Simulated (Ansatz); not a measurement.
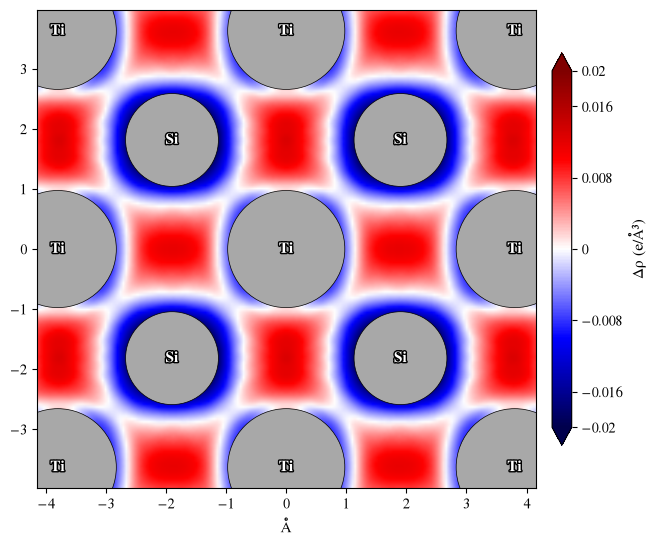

TiSi. Difference of the valence pseudo-densities of two functionals at the same geometry, on the (11̄0) plane of the calculation cell: one of B3LYP and r2SCANH less the other.

Space group Cmmm; a structure from a database of computed crystals, not necessarily the ambient phase.

Both computed with Ansatz (plane waves, PAW), on the same k-point mesh. Grey discs cover the atomic cores.

```xyz
2
Lattice="1.8162 -2.1176 0.0000 1.8162 2.1176 0.0000 0.0000 0.0000 3.8039" Properties=species:S:1:pos:R:3 pbc="T T T"
Ti    1.8162    0.0000    0.0000
Si    0.0000    0.0000    1.9020
```

**Which was subtracted from which, and what does the map show?**

It is r2SCANH less B3LYP. Against B3LYP, r2SCANH gives less density around Si (−0.008 e/Å³ on average at 0.9 Å from the nucleus) and more density in the space between the atoms (+0.008 e/Å³ on average).
